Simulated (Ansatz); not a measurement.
W: geometry relaxation (part 4 of 4)

The same run, continued: W (slab, 36 atoms in the cell); DFT PBE+D3(BJ), scalar-relativistic, plane waves, PAW, no spin polarisation (Ansatz 0.2.0); cutoff 420 eV, 6×6×1 k-mesh, Gaussian smearing of 0.1 eV. The structure derives from an entry of the Crystallography Open Database. The input holds or restrains some coordinates. Forces given for the steps count only the free coordinates.

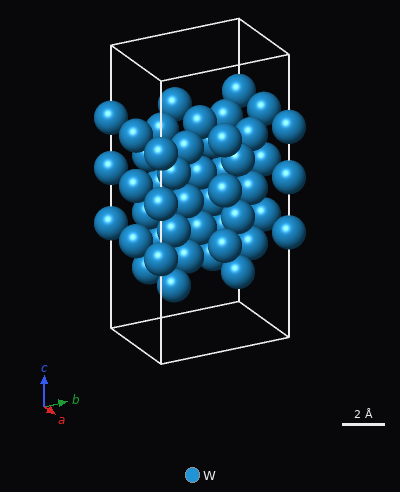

Figure 1. The geometry at step 5 of the log (spheres-only view of the cell of the calculation, with the vacuum cut short, seen slightly off an axis).

Trajectory as extended XYZ, continued
```
36
Lattice="8.9364 0.0000 0.0000 -4.4682 7.7391 0.0000 0.0000 0.0000 24.2965" Properties=species:S:1:pos:R:3:forces:R:3 step=3 energy=-373838.48044
W     2.2341    1.2899    8.5000    0.0000   0.0000   2.4020
W     0.0000    5.1594    8.5000    0.0000   0.0000   2.4020
W     6.7023    1.2899    8.5000    0.0000   0.0000   2.4020
W     4.4682    5.1594    8.5000    0.0000   0.0000   2.4020
W     4.4682    2.5797    9.4121    0.0000   0.0000  -0.3567
W     2.2341    6.4493    9.4121    0.0000   0.0000  -0.3567
W     0.0000    2.5797    9.4121    0.0000   0.0000  -0.3567
W    -2.2341    6.4493    9.4121    0.0000   0.0000  -0.3567
W    -2.2341    3.8696   10.3241    0.0000   0.0000  -1.2040
W     0.0000    0.0000   10.3241    0.0000   0.0000  -1.2040
W     2.2341    3.8696   10.3241    0.0000   0.0000  -1.2040
W     4.4682    0.0000   10.3241    0.0000   0.0000  -1.2040
W     0.0000    5.1594   11.2362    0.0000   0.0000  -1.2850
W     2.2341    1.2899   11.2362    0.0000   0.0000  -1.2850
W     4.4682    5.1594   11.2362    0.0000   0.0000  -1.2850
W     6.7023    1.2899   11.2362    0.0000   0.0000  -1.2850
W     2.2341    6.4493   12.1519    0.0000   0.0000   0.0060
W     4.4682    2.5797   12.1519    0.0000   0.0000   0.0060
W    -2.2341    6.4493   12.1519    0.0000   0.0000   0.0060
W     0.0000    2.5797   12.1519    0.0000   0.0000   0.0060
W     0.0000    0.0000   13.0439    0.0000   0.0000   0.0816
W    -2.2341    3.8696   13.0439    0.0000   0.0000   0.0816
W     4.4682    0.0000   13.0439    0.0000   0.0000   0.0816
W     2.2341    3.8696   13.0439    0.0000   0.0000   0.0816
W     2.2341    1.2899   14.0794    0.0000   0.0000   0.0528
W     0.0000    5.1594   14.0794    0.0000   0.0000   0.0528
W     6.7023    1.2899   14.0794    0.0000   0.0000   0.0528
W     4.4682    5.1594   14.0794    0.0000   0.0000   0.0528
W     4.4682    2.5797   14.8015    0.0000   0.0000   0.2487
W     2.2341    6.4493   14.8015    0.0000   0.0000   0.2487
W     0.0000    2.5797   14.8015    0.0000   0.0000   0.2487
W    -2.2341    6.4493   14.8015    0.0000   0.0000   0.2487
W    -2.2341    3.8696   15.5402    0.0000   0.0000   0.0568
W     0.0000    0.0000   15.5402    0.0000   0.0000   0.0568
W     2.2341    3.8696   15.5402    0.0000   0.0000   0.0568
W     4.4682    0.0000   15.5402    0.0000   0.0000   0.0568
36
Lattice="8.9364 0.0000 0.0000 -4.4682 7.7391 0.0000 0.0000 0.0000 24.2965" Properties=species:S:1:pos:R:3:forces:R:3 step=4 energy=-373838.50267
W     2.2341    1.2899    8.5000    0.0000   0.0000   2.4156
W     0.0000    5.1594    8.5000    0.0000   0.0000   2.4156
W     6.7023    1.2899    8.5000    0.0000   0.0000   2.4156
W     4.4682    5.1594    8.5000    0.0000   0.0000   2.4156
W     4.4682    2.5797    9.4121    0.0000   0.0000  -0.2306
W     2.2341    6.4493    9.4121    0.0000   0.0000  -0.2306
W     0.0000    2.5797    9.4121    0.0000   0.0000  -0.2306
W    -2.2341    6.4493    9.4121    0.0000   0.0000  -0.2306
W    -2.2341    3.8696   10.3241    0.0000   0.0000  -0.9685
W     0.0000    0.0000   10.3241    0.0000   0.0000  -0.9685
W     2.2341    3.8696   10.3241    0.0000   0.0000  -0.9685
W     4.4682    0.0000   10.3241    0.0000   0.0000  -0.9685
W     0.0000    5.1594   11.2362    0.0000   0.0000  -1.0176
W     2.2341    1.2899   11.2362    0.0000   0.0000  -1.0176
W     4.4682    5.1594   11.2362    0.0000   0.0000  -1.0176
W     6.7023    1.2899   11.2362    0.0000   0.0000  -1.0176
W     2.2341    6.4493   12.1812    0.0000   0.0000  -0.1281
W     4.4682    2.5797   12.1812    0.0000   0.0000  -0.1281
W    -2.2341    6.4493   12.1812    0.0000   0.0000  -0.1281
W     0.0000    2.5797   12.1812    0.0000   0.0000  -0.1281
W     0.0000    0.0000   13.0736    0.0000   0.0000   0.0012
W    -2.2341    3.8696   13.0736    0.0000   0.0000   0.0012
W     4.4682    0.0000   13.0736    0.0000   0.0000   0.0012
W     2.2341    3.8696   13.0736    0.0000   0.0000   0.0012
W     2.2341    1.2899   14.1168    0.0000   0.0000  -0.0448
W     0.0000    5.1594   14.1168    0.0000   0.0000  -0.0448
W     6.7023    1.2899   14.1168    0.0000   0.0000  -0.0448
W     4.4682    5.1594   14.1168    0.0000   0.0000  -0.0448
W     4.4682    2.5797   14.8500    0.0000   0.0000  -0.0685
W     2.2341    6.4493   14.8500    0.0000   0.0000  -0.0685
W     0.0000    2.5797   14.8500    0.0000   0.0000  -0.0685
W    -2.2341    6.4493   14.8500    0.0000   0.0000  -0.0685
W    -2.2341    3.8696   15.5760    0.0000   0.0000   0.0417
W     0.0000    0.0000   15.5760    0.0000   0.0000   0.0417
W     2.2341    3.8696   15.5760    0.0000   0.0000   0.0417
W     4.4682    0.0000   15.5760    0.0000   0.0000   0.0417
36
Lattice="8.9364 0.0000 0.0000 -4.4682 7.7391 0.0000 0.0000 0.0000 24.2965" Properties=species:S:1:pos:R:3:forces:R:3 step=5 energy=-373838.50815
W     2.2341    1.2899    8.5000    0.0000   0.0000   2.4166
W     0.0000    5.1594    8.5000    0.0000   0.0000   2.4166
W     6.7023    1.2899    8.5000    0.0000   0.0000   2.4166
W     4.4682    5.1594    8.5000    0.0000   0.0000   2.4166
W     4.4682    2.5797    9.4121    0.0000   0.0000  -0.2756
W     2.2341    6.4493    9.4121    0.0000   0.0000  -0.2756
W     0.0000    2.5797    9.4121    0.0000   0.0000  -0.2756
W    -2.2341    6.4493    9.4121    0.0000   0.0000  -0.2756
W    -2.2341    3.8696   10.3241    0.0000   0.0000  -1.0362
W     0.0000    0.0000   10.3241    0.0000   0.0000  -1.0362
W     2.2341    3.8696   10.3241    0.0000   0.0000  -1.0362
W     4.4682    0.0000   10.3241    0.0000   0.0000  -1.0362
W     0.0000    5.1594   11.2362    0.0000   0.0000  -1.1021
W     2.2341    1.2899   11.2362    0.0000   0.0000  -1.1021
W     4.4682    5.1594   11.2362    0.0000   0.0000  -1.1021
W     6.7023    1.2899   11.2362    0.0000   0.0000  -1.1021
W     2.2341    6.4493   12.1675    0.0000   0.0000   0.0227
W     4.4682    2.5797   12.1675    0.0000   0.0000   0.0227
W    -2.2341    6.4493   12.1675    0.0000   0.0000   0.0227
W     0.0000    2.5797   12.1675    0.0000   0.0000   0.0227
W     0.0000    0.0000   13.0689    0.0000   0.0000  -0.0249
W    -2.2341    3.8696   13.0689    0.0000   0.0000  -0.0249
W     4.4682    0.0000   13.0689    0.0000   0.0000  -0.0249
W     2.2341    3.8696   13.0689    0.0000   0.0000  -0.0249
W     2.2341    1.2899   14.1045    0.0000   0.0000  -0.0141
W     0.0000    5.1594   14.1045    0.0000   0.0000  -0.0141
W     6.7023    1.2899   14.1045    0.0000   0.0000  -0.0141
W     4.4682    5.1594   14.1045    0.0000   0.0000  -0.0141
W     4.4682    2.5797   14.8371    0.0000   0.0000   0.0213
W     2.2341    6.4493   14.8371    0.0000   0.0000   0.0213
W     0.0000    2.5797   14.8371    0.0000   0.0000   0.0213
W    -2.2341    6.4493   14.8371    0.0000   0.0000   0.0213
W    -2.2341    3.8696   15.5715    0.0000   0.0000  -0.0079
W     0.0000    0.0000   15.5715    0.0000   0.0000  -0.0079
W     2.2341    3.8696   15.5715    0.0000   0.0000  -0.0079
W     4.4682    0.0000   15.5715    0.0000   0.0000  -0.0079
36
Lattice="8.9364 0.0000 0.0000 -4.4682 7.7391 0.0000 0.0000 0.0000 24.2965" Properties=species:S:1:pos:R:3:forces:R:3 step=6 energy=-373838.50815
W     2.2341    1.2899    8.5000    0.0000   0.0000   2.4167
W     0.0000    5.1594    8.5000    0.0000   0.0000   2.4167
W     6.7023    1.2899    8.5000    0.0000   0.0000   2.4167
W     4.4682    5.1594    8.5000    0.0000   0.0000   2.4167
W     4.4682    2.5797    9.4121    0.0000   0.0000  -0.2757
W     2.2341    6.4493    9.4121    0.0000   0.0000  -0.2757
W     0.0000    2.5797    9.4121    0.0000   0.0000  -0.2757
W    -2.2341    6.4493    9.4121    0.0000   0.0000  -0.2757
W    -2.2341    3.8696   10.3241    0.0000   0.0000  -1.0362
W     0.0000    0.0000   10.3241    0.0000   0.0000  -1.0362
W     2.2341    3.8696   10.3241    0.0000   0.0000  -1.0362
W     4.4682    0.0000   10.3241    0.0000   0.0000  -1.0362
W     0.0000    5.1594   11.2362    0.0000   0.0000  -1.1022
W     2.2341    1.2899   11.2362    0.0000   0.0000  -1.1022
W     4.4682    5.1594   11.2362    0.0000   0.0000  -1.1022
W     6.7023    1.2899   11.2362    0.0000   0.0000  -1.1022
W     2.2341    6.4493   12.1675    0.0000   0.0000   0.0227
W     4.4682    2.5797   12.1675    0.0000   0.0000   0.0227
W    -2.2341    6.4493   12.1675    0.0000   0.0000   0.0227
W     0.0000    2.5797   12.1675    0.0000   0.0000   0.0227
W     0.0000    0.0000   13.0689    0.0000   0.0000  -0.0248
W    -2.2341    3.8696   13.0689    0.0000   0.0000  -0.0248
W     4.4682    0.0000   13.0689    0.0000   0.0000  -0.0248
W     2.2341    3.8696   13.0689    0.0000   0.0000  -0.0248
W     2.2341    1.2899   14.1045    0.0000   0.0000  -0.0140
W     0.0000    5.1594   14.1045    0.0000   0.0000  -0.0140
W     6.7023    1.2899   14.1045    0.0000   0.0000  -0.0140
W     4.4682    5.1594   14.1045    0.0000   0.0000  -0.0140
W     4.4682    2.5797   14.8371    0.0000   0.0000   0.0214
W     2.2341    6.4493   14.8371    0.0000   0.0000   0.0214
W     0.0000    2.5797   14.8371    0.0000   0.0000   0.0214
W    -2.2341    6.4493   14.8371    0.0000   0.0000   0.0214
W    -2.2341    3.8696   15.5715    0.0000   0.0000  -0.0079
W     0.0000    0.0000   15.5715    0.0000   0.0000  -0.0079
W     2.2341    3.8696   15.5715    0.0000   0.0000  -0.0079
W     4.4682    0.0000   15.5715    0.0000   0.0000  -0.0079
```

Summary

| quantity | value |
| --- | --- |
| outcome | converged under the restraints of the input |
| electrons treated | 504 |
| free energy | −373838.5082 eV |
| work function, top face | 4.12 eV |
| work function, bottom face | 4.01 eV |
| Fermi energy | 4.993 eV |
| gap on the k-point mesh | none (metallic) |
| final volume | 1680.35 Å³ |
| work function (upper face) | 4.12 eV |
| largest force (length of the vector) at the end, held atoms and coordinates included | 2.417 eV/Å |
| hardware | 8 threads of Intel Xeon (Sapphire Rapids), 32 GiB of memory available, shared host |
| wall time | 5.4 min (CPU time 42 min) |
| peak memory | 13 GiB |

Spin–orbit coupling is left out, which matters for W.
